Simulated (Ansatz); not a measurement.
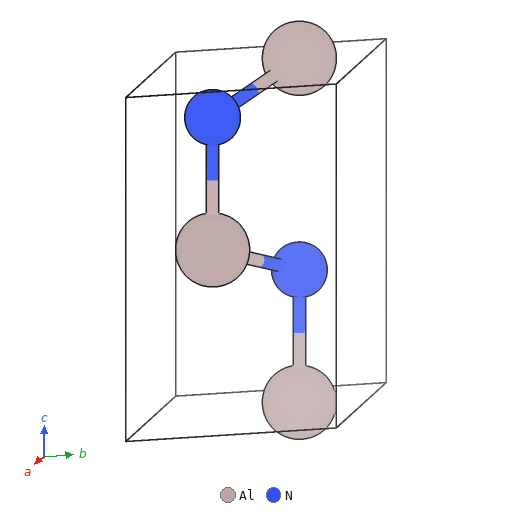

System: AlN, space group P6_3mc (No. 186). The picture shows the cell.

Structure:
```yaml
crystal:
  lattice:
    - [3.11100, 0.00000, 0.00000]
    - [-1.55550, 2.69421, 0.00000]
    - [0.00000, 0.00000, 4.97800]
  atoms:
    - { symbol: Al, position: [0.33333, 0.66667, 0.00000] }
    - { symbol: Al, position: [0.66667, 0.33333, 0.50000] }
    - { symbol: N, position: [0.33333, 0.66667, 0.38500] }
    - { symbol: N, position: [0.66667, 0.33333, 0.88500] }
```

Computed with Ansatz 0.2.0: biaxial strain in the xy plane and strain along z of a crystal, fractional coordinates fixed, by plane-wave density functional theory with PAW datasets, free energies less that of the undisturbed cell, pressure positive in compression. Level: r2SCAN, no spin polarisation.

```tsv
setting	value
wave cutoff	500 eV
k mesh	12×12×6
occupations	Gaussian
smearing width	0.05 eV
k shift	(0, 0, 0) (mesh steps)
start	as given
```

Describe the result: the map of the energy change and pressure over strain zz and strain xx = yy. The grid: strain zz −0.05, −0.025, 0, 0.025, 0.05 ; strain xx = yy −0.05, −0.025, 0, 0.025, 0.05.

At the origin the energy is lower than all eight neighbouring grid points, so a minimum lies at or close to the given structure. The energy change is least, 0 meV/atom, at strain zz of 0 and strain xx = yy of 0, and largest, 171 meV/atom, at strain zz of −0.05 and strain xx = yy of −0.05. Near the origin the softest direction lies along strain zz, turned by about 10° so that strain xx = yy takes the opposite sign; the curvature across the valley is 2.9 times that along it. The pressure is least, −23.56 GPa, at strain zz of 0.05 and strain xx = yy of 0.05, and largest, 42.43 GPa, at strain zz of −0.05 and strain xx = yy of −0.05.

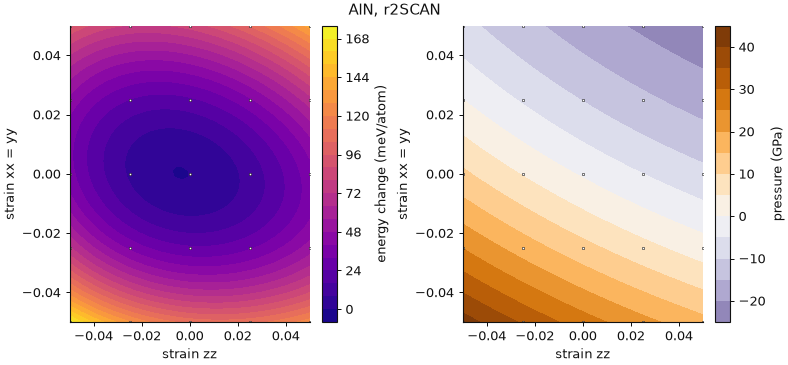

Caveats: reference crystal is not relaxed.
